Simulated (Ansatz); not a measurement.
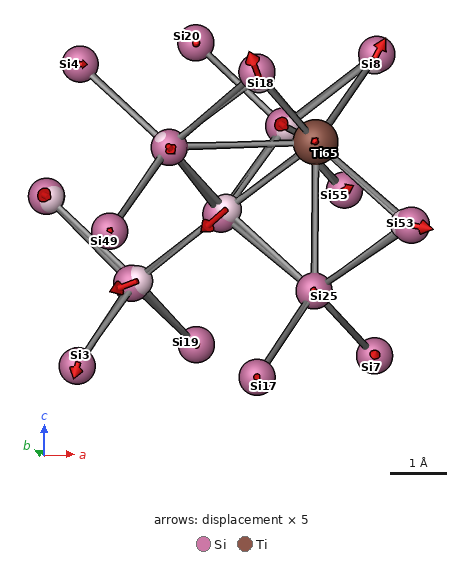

A relaxation of a defect cell of composition Si64Ti (cell charge +1). The starting structure is drawn faded, the final one solid; red arrows show the displacements, magnified 5 times.

Style: ball-and-stick. Shown: the atoms within 4.2 Å of the atom that moves most (axes of the cell of the calculation (origin shifted)), slightly off an axis.

Method: DFT, PBEsol, PAW, plane waves (Ansatz). Settings: plane-wave cutoff 420 eV; k-point mesh 1 × 1 × 1; mesh shifted by (0.25, 0.25, 0.25); collinear spin; atoms relaxed in a fixed cell; force threshold 0.03 eV/Å; at most 80 steps.

Atoms of which element are displaced furthest, and by how much?

Answer. Silicon: up to 0.16 Å, against 0.03 Å for titanium.

Describe the change and its energy.

Answer. The atom that moves furthest is a Si atom (0.16 Å roughly along [−1 1 −1]). By element the largest moves are Si 0.16 Å, Ti 0.03 Å. The lattice vectors keep their values. Near-neighbour distances that change, for instance: Si–Ti 2.363 → 2.510 Å, Si–Ti 2.341 → 2.471 Å, Si–Si 2.326 → 2.448 Å, Si–Si 2.352 → 2.451 Å. Among the angles between lasting bonds that change: Si–Si–Si 108.9° → 116.0°, Si–Si–Si 110.4° → 115.9°, Si–Si–Si 109.8° → 105.4°. After 4 accepted moves (5 points after the start) the energy has fallen by 0.968 eV per cell of the calculation. The largest force component goes from 1.6 to 0.018 eV/Å. The line search rejected the trial step at point 3 of the run.

Limits of the set-up: the cell is charged, on a uniform background, and energies carry no finite-size correction.
